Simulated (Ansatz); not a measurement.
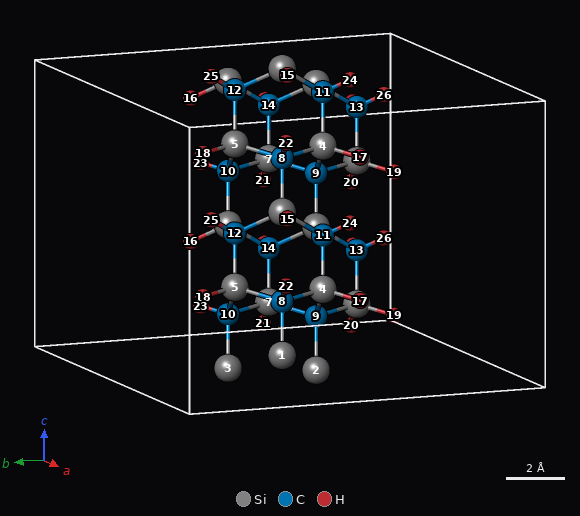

Starting structure of a wire of composition SiH2C. The picture is a ball-and-stick view of the 2 repeat of the cell, with the vacuum cut short, seen from a free direction.

Case: wire along [0 0 1], 14 atoms a period, capped with H.

Method: Ansatz 0.2.0, DFT PBE, scalar-relativistic, plane waves, PAW.

Input file:
```yaml
crystal:
  lattice:
    - [16.1, 0.0, 0.0]
    - [0.0, 15.7, 0.0]
    - [0.0, 0.0, 5.0740210508]
  atoms:
    - { symbol: Si, position: [0.3559736077, 0.4431518391, 0.0045635118] }
    - { symbol: Si, position: [0.5480087974, 0.4431518391, 0.0045635118] }
    - { symbol: Si, position: [0.4519912026, 0.6136963218, 0.0045635118] }
    - { symbol: Si, position: [0.4519912026, 0.3863036782, 0.5045635118] }
    - { symbol: Si, position: [0.3559736077, 0.5568481609, 0.5045635118] }
    - { symbol: Si, position: [0.6440263923, 0.3863036782, 0.5045635118] }
    - { symbol: Si, position: [0.5480087974, 0.5568481609, 0.5045635118] }
    - { symbol: C, position: [0.3559736077, 0.4431518391, 0.3804364882] }
    - { symbol: C, position: [0.5480087974, 0.4431518391, 0.3804364882] }
    - { symbol: C, position: [0.4519912026, 0.6136963218, 0.3804364882] }
    - { symbol: C, position: [0.4519912026, 0.3863036782, 0.8804364882] }
    - { symbol: C, position: [0.3559736077, 0.5568481609, 0.8804364882] }
    - { symbol: C, position: [0.6440263923, 0.3863036782, 0.8804364882] }
    - { symbol: C, position: [0.5480087974, 0.5568481609, 0.8804364882] }
    - { symbol: H, position: [0.280392607, 0.3984033646, 0.9068559544] }
    - { symbol: H, position: [0.4519912026, 0.7031932707, 0.9068559544] }
    - { symbol: H, position: [0.4519912026, 0.2968067293, 0.4068559544] }
    - { symbol: H, position: [0.280392607, 0.6015966354, 0.4068559544] }
    - { symbol: H, position: [0.6440263923, 0.2968067293, 0.4068559544] }
    - { symbol: H, position: [0.719607393, 0.4310521526, 0.4068559544] }
    - { symbol: H, position: [0.6235897982, 0.6015966354, 0.4068559544] }
    - { symbol: H, position: [0.3006828085, 0.4104163779, 0.4519138288] }
    - { symbol: H, position: [0.4519912026, 0.6791672442, 0.4519138288] }
    - { symbol: H, position: [0.4519912026, 0.3208327558, 0.9519138288] }
    - { symbol: H, position: [0.3006828085, 0.5895836221, 0.9519138288] }
    - { symbol: H, position: [0.6440263923, 0.3208327558, 0.9519138288] }
    - { symbol: H, position: [0.6993171915, 0.4190391394, 0.9519138288] }
    - { symbol: H, position: [0.6032995966, 0.5895836221, 0.9519138288] }
basis:
  ecutwfc: 420
kpoints:
  mp_grid: { grid: [1, 1, 7] }
hamiltonian:
  xc: pbe
scf:
  occupations: { method: gaussian, width: 0.05 }
output:
  forces: true
  stress: true
  eigenvalues: true
  populations: true
  write_density: true
  write_potential: true
  elf: true
  volumetric_format: npy
relax:
  adjacent_minimum: "off"
  f_tol: 0.02
  max_steps: 45
  cell: { fix: [a, b, alpha, beta, gamma], stress_tol: 0.03 }
```

Launched with:
```bash
ansatz run input.yaml --threads 4 --pin off --max-ram 11264MiB --backend cpu --events-out ev --progress --plain --runs-dir out
```

Predict the outcome.

After 3 accepted moves (4 points after the start) the energy has fallen by 0.197 eV per cell of the calculation. The largest force component goes from 0.71 to 0.0081 eV/Å. At 1 point the geometry stayed and the basis and grid were re-selected for the new cell (energy shift of 12.3 meV per cell of the calculation at most each time). The largest moves relative to the centre of the atoms, 0.093 Å, are those of H15 and H16. Largest moves by element: H 0.093 Å, C 0.056 Å, Si 0.032 Å. Along the periodic axis the drawn cell goes c 10.148 → 10.379 Å (+2.3 %). Some distances before and after: Si6–C13 1.907 → 1.890 Å, C10–H23 1.090 → 1.103 Å, Si1–H15 1.490 → 1.502 Å, Si2–C9 1.907 → 1.917 Å. Among the angles between lasting bonds that change: C11–Si2–C14 109.5° → 105.2°, C8–Si5–C10 109.5° → 105.9°, Si4–C9–Si7 109.5° → 106.3°.

Step by step:

```
step  E − E(0), meV/atom  largest force component, eV/Å                      note
   0                0.00                         0.7077                          
   1               -6.13                         0.2753                          
   2               -6.56                         0.0931                          
   3               -6.60                         0.0084                          
   4               -7.04                         0.0081  same geometry, new basis
```

After the run, drawn alike:

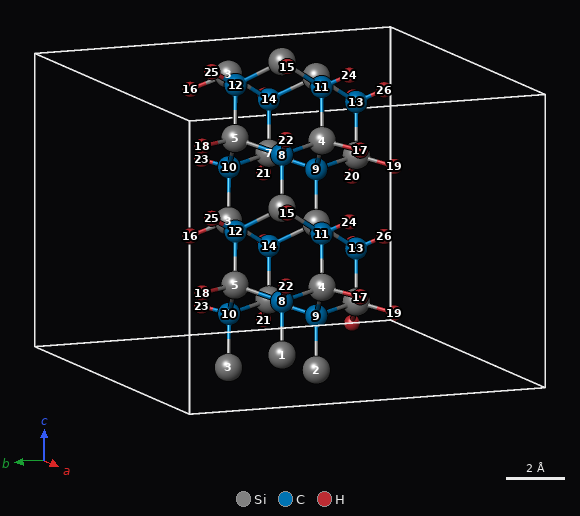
